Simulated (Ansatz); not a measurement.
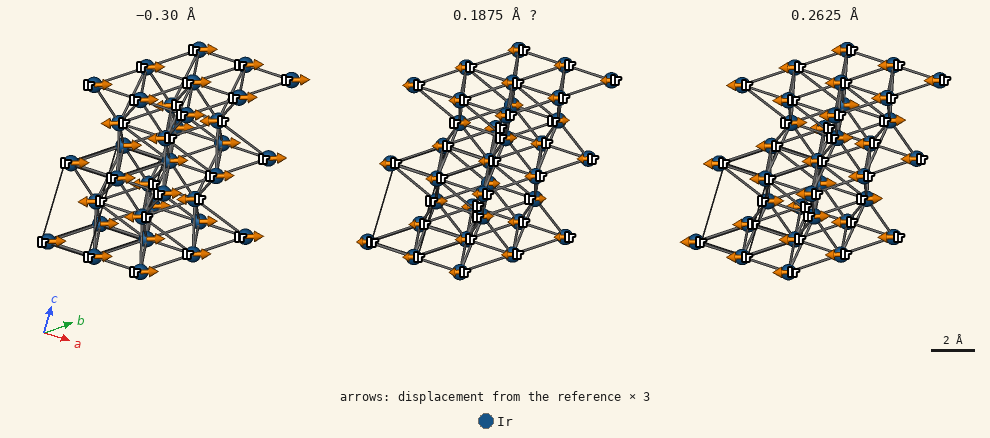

A scan of crystalline Ir (Fm-3m): a normal mode of wave vector (0, 0, 1/2) of the primitive cell, folded into a doubled cell, (one arbitrary combination within a set of 2 degenerate modes) is frozen in with the cell fixed, the amplitude being the largest displacement of an atom. A ball-and-stick model of the cell of the calculation, repeated 2 × 2 × 2 with one cell outlined, seen from a free direction. Orange arrows: displacements from the reference.

Method: DFT PBEsol, scalar-relativistic, plane waves, PAW (Ansatz 0.2.0). (plane-wave cutoff 420 eV; k-point mesh 24 × 24 × 20; occupations gaussian; smearing width 0.15 eV; no spin polarisation). Energies (free energies at the smearing named) are counted from the cell as listed in its source, which wasn't relaxed.

```csv
largest displacement (Å),E − E(ref) (meV/cell)
−0.3000,666
−0.1500,203
0.0000,0
0.0375,13
0.0750,52
0.1125,116
0.1875,?
0.2250,423
0.2625,542
```

**Estimate the missing energy from the other rows, and compare with the calculation.**

A straight line between the two neighbours gives 321 meV/cell. A cubic through the four nearest rows (0.0750, 0.1125, 0.2250, 0.2625) gives, with Lagrange weights, (−0.2000)(52) + (0.5000)(116) + (1.0000)(423) + (−0.3000)(542) = 308 meV/cell. The calculation gives 308 meV/cell, so the cubic is right to the digits shown and the straight line 13 meV/cell too high, as the curve bends upwards here.

The whole profile:

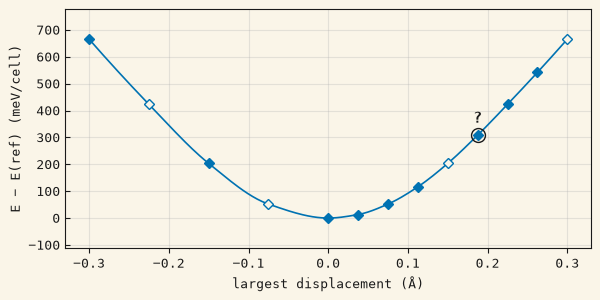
